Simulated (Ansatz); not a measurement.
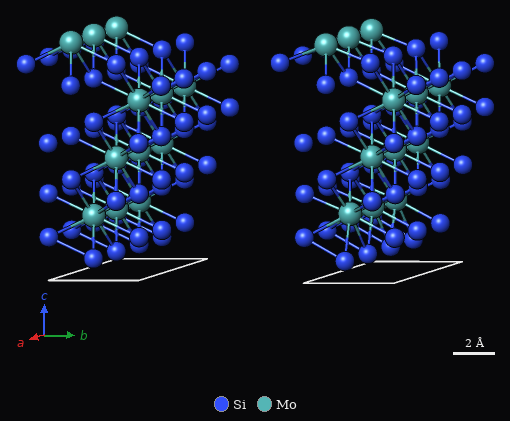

Two geometries of a slab of composition Si$_{2}$Mo (cut from the I4/mmm phase), drawn at one scale. One is the start of a relaxation, the other its converged end. A ball-and-stick model of the 3 × 1 repeat of the cell, outlined in the plane, without the vacuum, seen slightly off an axis.

Method: DFT PBEsol, scalar-relativistic, plane waves, PAW in Ansatz. (plane-wave cutoff 420 eV; k-point mesh 12 × 8 × 1; occupations gaussian; smearing width 0.1 eV; no spin polarisation; dipole correction; atoms relaxed in a fixed cell; force threshold 0.02 eV/Å; at most 60 steps)

**Which of the two is the end point?**

The right one is the relaxed one. Case: (1 0 1) slab, atoms relaxed. The slab is the (1 0 1) face of Si2Mo. The energy falls by 0.227 eV per cell of the calculation in 9 accepted moves (12 points after the start). Largest force component: 1.8 eV/Å at the start, 0.013 eV/Å at the end. The line search rejected the trial steps at points 8, 9, 11 of the run. The forces were under the threshold at step 5, but the run went on from there. The atom that moves furthest relative to the layer's centre is a Si atom (0.24 Å at 54° to the normal (−c side)). By element the largest moves are Si 0.24 Å, Mo 0.12 Å. The cell doesn't change. Some distances before and after: Si–Si 2.580 → 2.427 Å, Mo–Si 2.599 → 2.732 Å, Mo–Mo 3.190 → 3.069 Å, Mo–Si 2.599 → 2.484 Å. Among the angles between lasting bonds that change: Si–Mo–Si 104.3° → 110.3°, Si–Mo–Si 119.8° → 125.5°, Mo–Si–Mo 119.8° → 125.5°.
